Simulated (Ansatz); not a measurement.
**Run report: Ti, single-point calculation**

- system: Ti (P1, 8 atoms in the cell)
- method: DFT PBEsol, scalar-relativistic, plane waves, PAW, no spin polarisation (Ansatz 0.2.0)

The structure derives from an entry of the Crystallography Open Database. It belongs to a series of runs on one base structure; here: all atoms moved at random (sigma 0.06 A a component), cell strained at random (sigma 0.01). Figures and captions count atoms from 1; the log counts them from 0 in places.

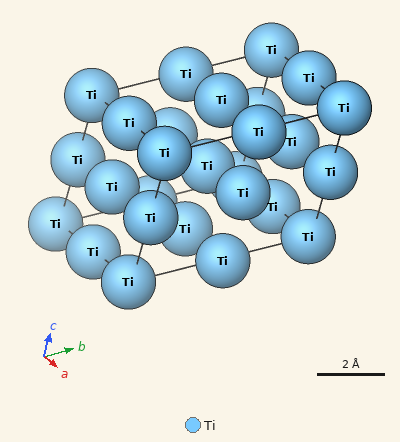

The structure as given in the input (spheres-only view of the cell of the calculation, set on other vectors, seen slightly off an axis). An atom can appear more than once, as a periodic image.

Input:
```yaml
crystal:
  lattice:
    - [4.0472011559, -4.0694542096, 0.0114732074]
    - [4.0328400414, -0.0258343218, 4.1145097096]
    - [0.0535102514, -4.0274171656, 4.08683378]
  atoms:
    - { symbol: Ti, position: [0.5192444414, -0.0085091022, -0.0131258837] }
    - { symbol: Ti, position: [0.497593585, 0.0198869047, 0.4886572281] }
    - { symbol: Ti, position: [0.5079075266, 0.4801234293, 0.017135296] }
    - { symbol: Ti, position: [0.5185390477, 0.5099652109, 0.4796099936] }
    - { symbol: Ti, position: [-0.0204406021, -0.0008697868, 0.0195234513] }
    - { symbol: Ti, position: [-0.0009959247, 0.0103351142, 0.4903645454] }
    - { symbol: Ti, position: [-0.0118782117, 0.5003005424, -0.0012185391] }
    - { symbol: Ti, position: [-0.0099698621, 0.4887676876, 0.5190539083] }
basis:
  ecutwfc: 420
kpoints:
  mp_grid: { grid: [10, 10, 10] }
hamiltonian:
  xc: pbesol
scf:
  occupations: { method: gaussian, width: 0.15 }
output:
  forces: true
  stress: true
  eigenvalues: true
  write_density: true
  write_potential: true
  elf: true
  volumetric_format: npy
```

Hardware: 2 threads of Intel Xeon (Granite Rapids), 192 GiB of memory available, shared host.

Run as:
```bash
ansatz run input.yaml --threads 2 --pin off --max-ram 5120MiB --backend cpu --events-out ev --progress --plain --runs-dir out
```

Log:
```
Engine: ansatz 0.2.0, x86_64-unknown-linux-gnu
Pseudopotentials: kind: paw
Pseudopotential: Ti, paw, valence charge 12, recommended cutoff 420 eV (normal), Ti.paw.azcp
Functional definition: PBEsol
  exchange = pbesol_x
  correlation = pbesol_c
Crystal: 8 atoms, lattice volume = 132.627 Å³
Basis set: ecut = 420 eV, 2631 PW (Γ), exchange–correlation on 80×80×80 points (8 copies of the dense FFT grid, shifted against one another)
Bands: 58, of which v1, the nominal top of the filled ones, is band 48 counted from 1 (47 counted from 0)
Symmetry: 1 space group operations
Space group: P1 (ITA 1), of the structure as read, at distance tolerance 5.1e-5 Å
k-points: 504 of 1000 (time reversal used)
Non-local potential: Ti, projectors of the file, l = 0: 3, l = 1: 2, l = 2: 3, l = 3: 1
PAW form: soft (Blöchl's): semilocal exchange-correlation on the pseudo side does not see the compensation charge
PAW frozen core: Ti, regenerated for the run's functional, and the local potential with it (the file was generated under x = pbe(κ = 0.804, μ = 0.2195149727645171), c = pbe(β = 0.06672455060314922))
PAW one-centre angular grid: Ti, 590 points (default); XC on 64 Gauss nodes
Initial density: superposition of atomic densities (neutral atoms: chi_scale 0, normalization atom), corrected by the library's trained network
Initial wavefunctions: pseudopotential atomic-orbital guess
Functional: x = pbesol(κ = 0.804, μ = 0.12345679012345678), c = pbesol(β = 0.046)
SCF iter   1: F=—  HF=-19790.608798 eV  |F-HF|=—  |Δ(HF+E_count)|=         —  Δρ=7.39e-3  dr2=5.93e-2  ethr=1.77e-3  ⟨swp⟩=5.2  Hψ=110055  notcnv=0
preconditioner: auto → Kerker (q_TF=auto, 2.585 Å⁻¹)  [metal: Δε(μ)=0.001 eV  Ē_g=2.441 eV  σ=0.150 eV  W_gap=0.00  n_scr=42 (ndim 8)  ℏωp=18.2 eV  f_vac=0.000  D(μ)=12.57/eV (n_scr^D=168)]
SCF iter   2: F=—  HF=-19790.593163 eV  |F-HF|=—  |Δ(HF+E_count)|=   1.56e-2  Δρ=3.38e-3  dr2=1.19e-2  ethr=6.17e-5  ⟨swp⟩=2.1  Hψ=40807  notcnv=0
SCF iter   3: F=—  HF=-19790.590672 eV  |F-HF|=—  |Δ(HF+E_count)|=   2.49e-3  Δρ=5.99e-4  dr2=2.92e-4  ethr=1.24e-5  ⟨swp⟩=2.1  Hψ=39841  notcnv=0
SCF iter   4: F=—  HF=-19790.590709 eV  |F-HF|=—  |Δ(HF+E_count)|=   3.77e-5  Δρ=1.22e-4  dr2=1.78e-5  ethr=3.04e-7  ⟨swp⟩=2.3  Hψ=42848  notcnv=0
SCF iter   5: F=—  HF=-19790.590710 eV  |F-HF|=—  |Δ(HF+E_count)|=   2.71e-7  Δρ=3.45e-5  dr2=1.49e-6  ethr=1.86e-8  ⟨swp⟩=3.0  Hψ=58634  notcnv=0  defer=9
SCF iter   6: F=-19790.590709 eV  HF=-19790.590709 eV  |F-HF|=4.06e-8  |Δ(HF+E_count)|=   3.15e-7  Δρ=7.32e-6  dr2=8.28e-8  ethr=1.04e-10  ⟨swp⟩=8.2  Hψ=191523  notcnv=0
SCF 1 converged in 6 iterations: F = -19790.590709 eV  dr2 = 8.28e-8
  greatest PAW one-centre occupation: 0.999 electrons in one spin orbital (limit 2), on the Ti atom at site 0 (counted from 0), in its partial waves of l = 0
```

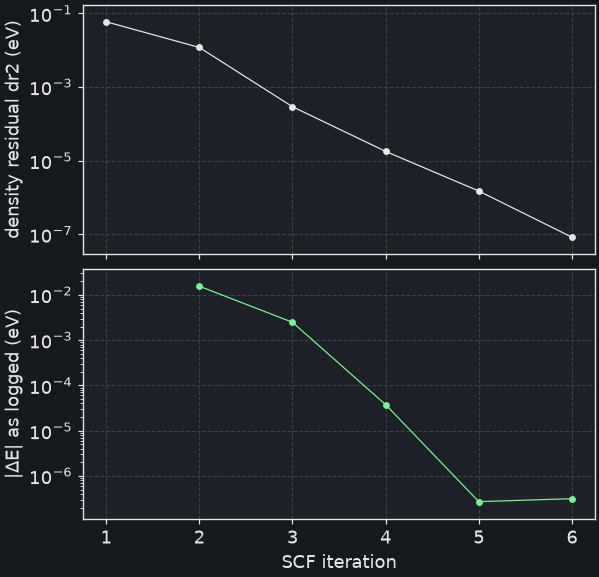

Convergence of the self-consistent field: density residual dr2 and size of the energy change against the SCF iteration. The residual falls at every step.

```
SCF converged after 6 iterations
Free energy (F): -19790.590709 eV
Harris-Foulkes:  -19790.590709 eV  (|F-HF|=4.06e-8)
Internal energy: -19790.447697 eV  (E = F + TS)
E sigma→0 (E₀):  -19790.519203 eV
Entropy (-TS):   -0.143012 eV (-17.877 meV/atom)
Fermi energy:    13.892063 eV
--- Per-component energies (eV) ---
  E_band       = -1183.687015
  E_kinetic    = 2189.299975
  E_local      = -6359.726760  (includes V_loc(G=0)·N_el)
  E_nonlocal   = 76.839751
  E_hartree    = 2626.434249
  E_xc         = -776.326746
  E_vxc        = -975.690129  (∫ρ·V_xc dr)
  E_paw        = -8181.881377  (= ΣΔE_a)
  E_vpaw       = -1367.282569  (= ΣTr[D̂ρ^β])
  E_aug_tail   = 0.000917  (compensation charges beyond the density's cutoff)
  E_ewald      = -9366.202779
  E_core_change = 1.115074  (= ΣΔE_core)
  E_smearing   = -0.143012  (= −TS)
  E_closure    = 0.000000  (closes the sum)
  Σ components = -19790.590709   (vs F -19790.590709, Δ=0.00e0)
--- Forces (eV/Å), atoms counted from 1 ---
  atom   1  Ti    -0.09581304     0.39931827     0.31575905
  atom   2  Ti    -0.57134016    -0.49254134     0.04865176
  atom   3  Ti     0.12166406     0.80369723     0.12867143
  atom   4  Ti    -0.44418378    -0.04223291     0.40278567
  atom   5  Ti     0.21980919    -0.25391624    -0.52735184
  atom   6  Ti    -0.01484072    -0.15390747    -0.13603797
  atom   7  Ti     0.40542132    -0.43024959    -0.24969805
  atom   8  Ti     0.37928850     0.16987155     0.01721682
  max |Σ_I F_I| component: 3.95e-5 eV/Å
--- Stress (GPa, compression-positive) ---
        1.792196       1.334934      -0.886471
        1.334934       1.931341      -0.397409
       -0.886471      -0.397409       1.308465
  P = ⅓ Tr σ = 1.6773 GPa (16.773 kbar)
--- Band table (eV; the first three rows and the last of 504) ---
  k-point 0: bands = ["-42.4774", "-42.3287", "-42.3197", "-42.3158", "-42.2997", "-42.2748", "-42.2627", "-42.2462", "-19.2129", "-19.1962", "-19.1905", "-19.1804", "-19.1465", "-19.1336", "-19.1247", "-18.6966", "-18.6811", "-18.6669", "-18.6528", "-18.6367", "-18.6148", "-18.5074", "-18.4966", "-18.4865", "-18.4812", "-18.4732", "-18.4673", "-18.4551", "-18.4322", "-18.3871", "-18.3756", "-18.3448", "7.7231", "11.1067", "11.1294", "11.1374", "11.1724", "11.1975", "11.1982", "11.2162", "12.0041", "12.0376", "12.0701", "14.3978", "14.4283", "14.4599", "14.4981", "14.5425", "14.5793", "14.6165", "14.6442", "14.6620", "14.7303", "14.8062", "14.8667", "14.8747", "14.9741", "15.0732"]
  k-point 1: bands = ["-42.4735", "-42.3279", "-42.3201", "-42.3148", "-42.3029", "-42.2752", "-42.2635", "-42.2472", "-19.1988", "-19.1850", "-19.1800", "-19.1713", "-19.1361", "-19.1233", "-19.1137", "-18.6995", "-18.6802", "-18.6659", "-18.6543", "-18.6433", "-18.6244", "-18.5072", "-18.5000", "-18.4956", "-18.4825", "-18.4786", "-18.4711", "-18.4649", "-18.4428", "-18.3888", "-18.3790", "-18.3618", "7.8098", "11.1472", "11.1631", "11.1727", "11.1872", "11.2409", "11.2610", "11.2674", "12.0467", "12.0836", "12.1171", "14.2644", "14.3307", "14.3440", "14.4827", "14.5426", "14.5701", "14.6006", "14.6309", "14.6627", "14.7211", "14.7962", "14.8370", "14.8828", "14.9782", "15.0311"]
  k-point 2: bands = ["-42.4622", "-42.3290", "-42.3224", "-42.3121", "-42.3071", "-42.2768", "-42.2661", "-42.2499", "-19.1684", "-19.1582", "-19.1479", "-19.1327", "-19.1073", "-19.0948", "-19.0826", "-18.7177", "-18.6863", "-18.6662", "-18.6550", "-18.6467", "-18.6446", "-18.5317", "-18.5246", "-18.5050", "-18.4966", "-18.4868", "-18.4809", "-18.4716", "-18.4683", "-18.4181", "-18.3927", "-18.3811", "8.0648", "11.0132", "11.2764", "11.3019", "11.3221", "11.4167", "11.4375", "11.4482", "12.1688", "12.2140", "12.2524", "13.9294", "13.9442", "13.9807", "14.2478", "14.5739", "14.6232", "14.6432", "14.6712", "14.6929", "14.7390", "14.8149", "14.8622", "14.9020", "14.9310", "14.9783"]
  k-point 503: bands = ["-42.4092", "-42.3983", "-42.3077", "-42.3032", "-42.2952", "-42.2815", "-42.2727", "-42.2588", "-19.0997", "-19.0902", "-19.0680", "-19.0638", "-19.0584", "-19.0451", "-18.8235", "-18.8066", "-18.7653", "-18.7334", "-18.6949", "-18.6522", "-18.6344", "-18.6217", "-18.5878", "-18.5747", "-18.5550", "-18.5499", "-18.5366", "-18.5143", "-18.4334", "-18.4143", "-18.4062", "-18.3722", "9.5348", "9.5502", "11.8284", "11.8758", "11.9126", "11.9536", "11.9781", "12.0579", "12.6031", "12.6232", "12.7116", "12.8388", "12.9241", "12.9758", "13.8410", "13.9461", "14.0861", "14.2388", "14.2569", "14.3066", "14.4527", "14.5482", "14.8686", "14.9583", "15.1863", "15.3065"]
```

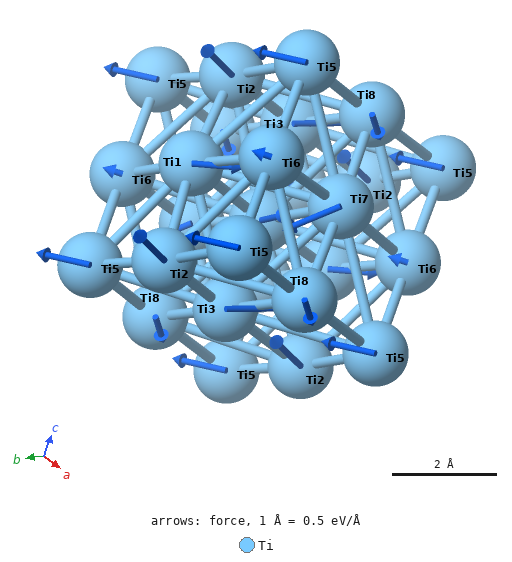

Forces on the atoms as blue arrows (ball-and-stick view of the cell of the calculation, set on other vectors, seen at an oblique angle; atoms are numbered from 1 in the order of the input). The largest act on Ti3 (0.82 eV/Å); Ti2 (0.76 eV/Å); Ti7 (0.64 eV/Å); Ti5 (0.63 eV/Å), among others. The geometry is not a stationary point of this energy.

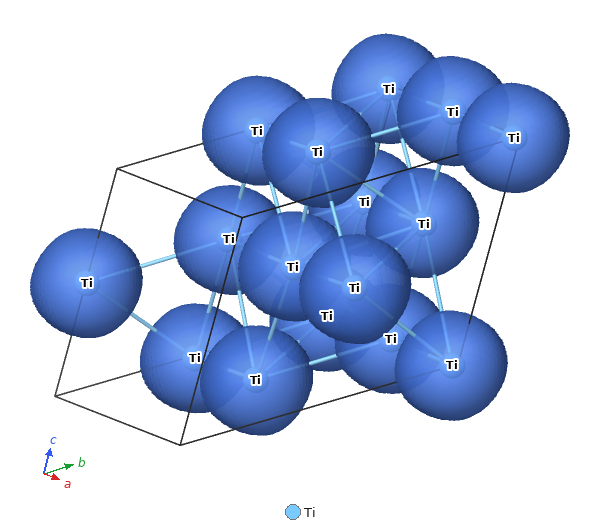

Isosurface of the valence electron density at 0.3 e/Å³ (blue), seen slightly off an axis. Sticks mark near contacts. The outline is the cell set on symmetry axes. At this value the density breaks into separate islands; it holds about 80 % of the electrons treated as valence (semicore included). It is pinched off along the Ti–Ti (2.63 Å), Ti–Ti (2.71 Å), Ti–Ti (2.76 Å) and Ti–Ti (2.82 Å) contacts. On the grid the lowest density along these lines, outside the cores, is 0.25 e/Å³ (Ti–Ti, 2.63 Å), 0.24 e/Å³ (Ti–Ti, 2.71 Å), 0.23 e/Å³ (Ti–Ti, 2.76 Å) and 0.21 e/Å³ (Ti–Ti, 2.82 Å). In a PAW calculation such maps are meaningful between the atoms, not at the nuclei.

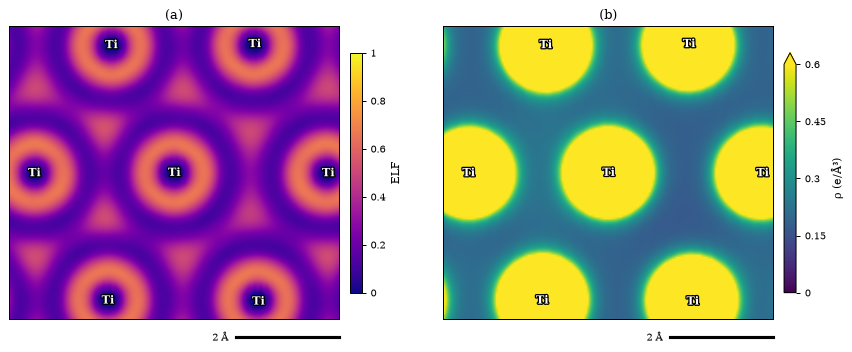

(a) ELF; (b) valence charge density (pseudo) on the (100) plane of the conventional cell. The section cuts through Ti sites. Ti–Ti (2.72 Å): ρ is about 0.24 e/Å³ halfway; the ELF is about 0.20 at the midpoint; no localised pair between them. Ti–Ti (2.76 Å): ρ at the midpoint is about 0.22 e/Å³; the ELF is about 0.20 at the midpoint (no localised pair between them). Ti–Ti (2.84 Å): the density is about 0.19 e/Å³ at the midpoint; the ELF is about 0.20 at the midpoint; no shared electron pair. Ti–Ti (2.86 Å): ρ at the midpoint is about 0.2 e/Å³; the ELF is about 0.20 at the midpoint; no shared electron pair. Ti–Ti (2.92 Å): ρ is about 0.19 e/Å³ halfway; the ELF is about 0.25 at the midpoint (no shared electron pair). Away from the nuclei the density in this plane falls to 0.17 e/Å³ at its lowest. The strong features right at Ti lie inside the PAW spheres (semicore, d or f shells) and say nothing about bonding.

Key numbers:

| quantity | value |
| --- | --- |
| outcome | converged |
| space group (tolerance 0.01 Å) | P1 (1) |
| electrons treated | 96 |
| free energy | −19790.5907 eV |
| Fermi energy | 13.892 eV |
| gap on the k-point mesh | none (metallic) |
| pressure | 1.68 GPa |
| largest force (length of the vector) | 0.823 eV/Å |
| wall time | 1.8 min (CPU time 3.5 min) |
| peak memory | 2.5 GiB |
